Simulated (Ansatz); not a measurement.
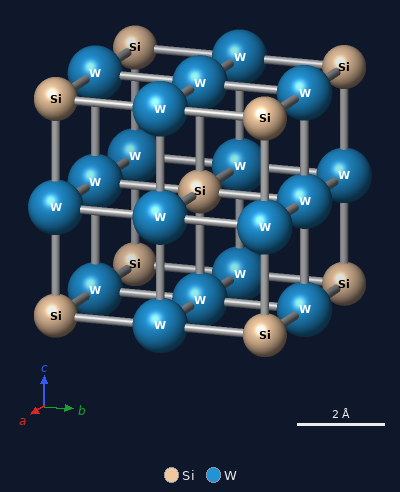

Fig. 1: The structure (ball-and-stick view of the cell 2 times as large as that of the calculation, set on its symmetry axes, seen slightly off an axis). An atom can appear more than once, as a periodic image. Near neighbours in the periodic cell (some may lie outside the picture): Si has 6 W at 2.58 Å; W has 2 Si at 2.58 Å and 4 W at 2.58 Å.

# Single-point calculation, with input and output: W3Si

System: W3Si (4 atoms in the cell).
Method: DFT, PBEsol, plane waves, PAW, no spin polarisation (Ansatz 0.2.0).

The structure derives from a Materials Project entry. Some settings of this run were made unusual or wrong on purpose.

## Input
```yaml
crystal:
  lattice:
    - [-2.5771952866, 2.5771952866, 2.5771952866]
    - [2.5771952866, -2.5771952866, 2.5771952866]
    - [2.5771952866, 2.5771952866, -2.5771952866]
  atoms:
    - { symbol: Si, position: [0.0, 0.0, 0.0] }
    - { symbol: W, position: [0.5, 0.5, 0.0] }
    - { symbol: W, position: [0.5, 0.0, 0.5] }
    - { symbol: W, position: [0.0, 0.5, 0.5] }
basis:
  ecutwfc: 420
  ecutrho_ratio: 2
kpoints:
  mp_grid: { grid: [12, 12, 12] }
hamiltonian:
  xc: pbesol
scf:
  occupations: { method: gaussian, width: 0.1 }
  max_iter: 60
output:
  forces: true
  eigenvalues: true
  stress: true
```

Run on 2 threads of Intel Xeon @ 2.50GHz (Skylake/Cascade Lake), 189 GiB of memory available, shared host.

Command:
```bash
ansatz run input.yaml --threads 2 --pin off --max-ram 5120MiB --backend cpu --events-out ev --progress --plain --runs-dir out
```

## Output
```
Warning: basis.ecutrho_ratio = 2 (ecutrho = 840 eV) is below the records' recommended 1680 eV
settings of this run that can trade accuracy for cost: basis.ecutrho_ratio < 4. Do not mix this run's numbers with those of runs without the same settings; the input reference describes each key
Engine: ansatz 0.2.0, x86_64-unknown-linux-gnu
Pseudopotentials: kind: paw
Pseudopotential: Si, paw, valence charge 4, recommended cutoff 420 eV (normal), Si.paw.azcp
Pseudopotential: W, paw, valence charge 14, recommended cutoff 420 eV (normal), W.paw.azcp
Functional definition: PBEsol
  exchange = pbesol_x
  correlation = pbesol_c
Crystal: 4 atoms, lattice volume = 68.470 Å³
Basis set: ecut = 420 eV, 1409 PW (Γ), exchange–correlation on 60×60×60 points (8 copies of the dense FFT grid, shifted against one another)
Bands: 28, of which v1, the nominal top of the filled ones, is band 23 counted from 1 (22 counted from 0)
Symmetry: 48 space group operations
Space group: Im-3m (ITA 229), of the structure as read, at distance tolerance 4.1e-5 Å
k-points: 72 of 1728
Non-local potential: Si, projectors of the file, l = 0: 2, l = 1: 2, l = 2: 2
Non-local potential: W, projectors of the file, l = 0: 3, l = 1: 2, l = 2: 2, l = 3: 1
PAW form: soft (Blöchl's): semilocal exchange-correlation on the pseudo side does not see the compensation charge
PAW frozen core: Si, regenerated for the run's functional, and the local potential with it (the file was generated under x = pbe(κ = 0.804, μ = 0.2195149727645171), c = pbe(β = 0.06672455060314922))
PAW frozen core: W, regenerated for the run's functional, and the local potential with it (the file was generated under x = pbe(κ = 0.804, μ = 0.2195149727645171), c = pbe(β = 0.06672455060314922))
PAW one-centre angular grid: Si, 110 points (default); XC on 64 Gauss nodes
PAW one-centre angular grid: W, 590 points (default); XC on 64 Gauss nodes
Initial density: superposition of atomic densities (neutral atoms: chi_scale 0, normalization atom), corrected by the library's trained network
Initial wavefunctions: pseudopotential atomic-orbital guess
Functional: x = pbesol(κ = 0.804, μ = 0.12345679012345678), c = pbesol(β = 0.046)
SCF iter   1: F=—  HF=-31385.733282 eV  |F-HF|=—  |Δ(HF+E_count)|=         —  Δρ=5.60e-3  dr2=1.56e-2  ethr=1.77e-3  ⟨swp⟩=5.0  Hψ=8626  notcnv=0
preconditioner: auto → Kerker (q_TF=auto, 2.553 Å⁻¹)  [metal: Δε(μ)=0.003 eV  Ē_g=4.736 eV  σ=0.100 eV  W_gap=0.01  n_scr=18 (ndim 8)  ℏωp=21.0 eV  f_vac=0.000  D(μ)=5.07/eV (n_scr^D=54)]
SCF iter   2: F=—  HF=-31385.730553 eV  |F-HF|=—  |Δ(HF+E_count)|=   2.73e-3  Δρ=2.99e-3  dr2=4.43e-3  ethr=3.39e-5  ⟨swp⟩=1.0  Hψ=2593  notcnv=0
SCF iter   3: F=—  HF=-31385.729734 eV  |F-HF|=—  |Δ(HF+E_count)|=   8.19e-4  Δρ=2.30e-4  dr2=1.71e-5  ethr=9.62e-6  ⟨swp⟩=2.0  Hψ=2726  notcnv=0
SCF iter   4: F=—  HF=-31385.729732 eV  |F-HF|=—  |Δ(HF+E_count)|=   2.33e-6  Δρ=3.71e-5  dr2=5.91e-7  ethr=3.72e-8  ⟨swp⟩=2.1  Hψ=3527  notcnv=0
iter 5 did not close the SCF: its close was put off for the readings that it lacked (scf_convergence_deferred on its scf_iter line)
SCF iter   5: F=-31385.729732 eV  HF=-31385.729732 eV  |F-HF|=4.80e-9  |Δ(HF+E_count)|=   4.13e-8  Δρ=7.36e-6  dr2=2.28e-8  ethr=1.28e-9  ⟨swp⟩=2.0  Hψ=2723  notcnv=0
SCF iter   6: F=-31385.729732 eV  HF=-31385.729732 eV  |F-HF|=2.00e-10  |Δ(HF+E_count)|=  3.64e-12  Δρ=9.97e-7  dr2=5.27e-10  ethr=4.95e-11  ⟨swp⟩=3.7  Hψ=7099  notcnv=0
SCF 1 converged in 6 iterations: F = -31385.729732 eV  dr2 = 5.27e-10
  greatest PAW one-centre occupation: 1.000 electrons in one spin orbital (limit 2), on the W atom at site 3 (counted from 0), in its partial waves of l = 0
```

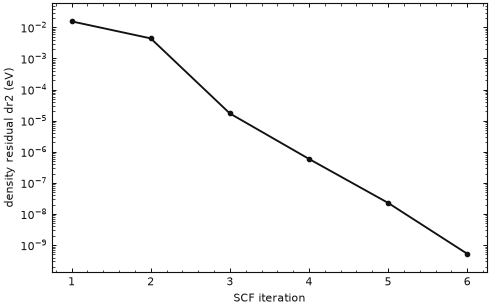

Fig. 2: Convergence of the self-consistent field: density residual dr2 against the SCF iteration. The residual falls at every step.

```
SCF converged after 6 iterations
Free energy (F): -31385.729732 eV
Harris-Foulkes:  -31385.729732 eV  (|F-HF|=2.00e-10)
Internal energy: -31385.704036 eV  (E = F + TS)
E sigma→0 (E₀):  -31385.716884 eV
Entropy (-TS):   -0.025695 eV (-6.424 meV/atom)
Fermi energy:    17.218112 eV
--- Per-component energies (eV) ---
  E_band       = -409.061018
  E_kinetic    = 1390.334571
  E_local      = -2623.089076  (includes V_loc(G=0)·N_el)
  E_nonlocal   = 43.305822
  E_hartree    = 962.398369
  E_xc         = -847.420805
  E_vxc        = -759.125540  (∫ρ·V_xc dr)
  E_paw        = -25808.651019  (= ΣΔE_a)
  E_vpaw       = -385.282069  (= ΣTr[D̂ρ^β])
  E_aug_tail   = -0.002169  (compensation charges beyond the density's cutoff)
  E_ewald      = -4503.276666
  E_core_change = 0.696937  (= ΣΔE_core)
  E_smearing   = -0.025695  (= −TS)
  E_closure    = 0.000000  (closes the sum)
  Σ components = -31385.729732   (vs F -31385.729732, Δ=0.00e0)
--- Forces (eV/Å), atoms counted from 1 ---
  atom   1  Si    -0.00000000    -0.00000000    -0.00000000
  atom   2  W      0.00000000     0.00000000     0.00000000
  atom   3  W      0.00000000     0.00000000     0.00000000
  atom   4  W     -0.00000000     0.00000000    -0.00000000
  max |Σ_I F_I| component: 1.94e-25 eV/Å
--- Stress (GPa, compression-positive) ---
        0.016910       0.000000      -0.000000
        0.000000       0.016910      -0.000000
       -0.000000      -0.000000       0.016910
  P = ⅓ Tr σ = 0.0169 GPa (0.169 kbar)
--- Band table (eV; the first three rows and the last of 72) ---
  k-point 0: bands = ["-56.6433", "-56.4556", "-56.4556", "-21.5205", "-21.5205", "-21.5205", "-20.8955", "-20.8955", "-20.8955", "-20.0333", "-20.0333", "-20.0333", "6.6823", "12.3472", "12.3472", "12.3472", "12.5979", "13.3068", "13.3068", "16.9264", "16.9264", "16.9264", "17.6812", "17.6812", "19.2213", "19.2213", "19.2213", "21.1190"]
  k-point 1: bands = ["-56.6404", "-56.4584", "-56.4557", "-21.5209", "-21.4981", "-21.4967", "-20.8980", "-20.8951", "-20.8940", "-20.0614", "-20.0598", "-20.0339", "6.7762", "12.3622", "12.3836", "12.4313", "12.6384", "13.3457", "13.4012", "16.1630", "16.5770", "16.9139", "18.0254", "18.4404", "19.0808", "19.2400", "19.2851", "20.8115"]
  k-point 2: bands = ["-56.6321", "-56.4667", "-56.4559", "-21.5220", "-21.4321", "-21.4271", "-20.9048", "-20.8938", "-20.8898", "-20.1432", "-20.1372", "-20.0355", "7.0501", "12.3398", "12.4031", "12.6813", "12.8472", "13.4817", "13.6702", "15.2629", "16.1251", "16.8903", "18.4774", "18.6149", "18.6432", "19.4397", "20.0113", "20.0681"]
  k-point 71: bands = ["-56.5788", "-56.5788", "-56.3966", "-21.5645", "-21.5645", "-21.5645", "-20.8545", "-20.8545", "-20.8545", "-20.0396", "-20.0396", "-20.0396", "8.2466", "12.4901", "12.4901", "13.7567", "14.0515", "14.0515", "14.0515", "14.4509", "14.4509", "14.4509", "17.2399", "17.2399", "18.3794", "18.3794", "18.3794", "20.8961"]
settings of this run that can trade accuracy for cost: basis.ecutrho_ratio < 4. Do not mix this run's numbers with those of runs without the same settings; the input reference describes each key
```

## What the run reported

| quantity | value |
| --- | --- |
| outcome | converged |
| space group (tolerance 0.01 Å) | Im-3m (229) |
| electrons treated | 46 |
| free energy | −31385.7297 eV |
| Fermi energy | 17.218 eV |
| gap on the k-point mesh | none (metallic) |
| pressure | 0.02 GPa |
| largest force (length of the vector) | under 0.001 eV/Å |
| wall time | 13 s (CPU time 24 s) |
| peak memory | 0.44 GiB |

## Diagnosis

This input holds a deliberate fault: a density cutoff under the waves' (`basis.ecutrho_ratio`). The density grid cannot represent the products of the waves. The run converged all the same; its numbers are those of the faulty input and shouldn't be used. The program warns: the cutoff is below the recommended one.
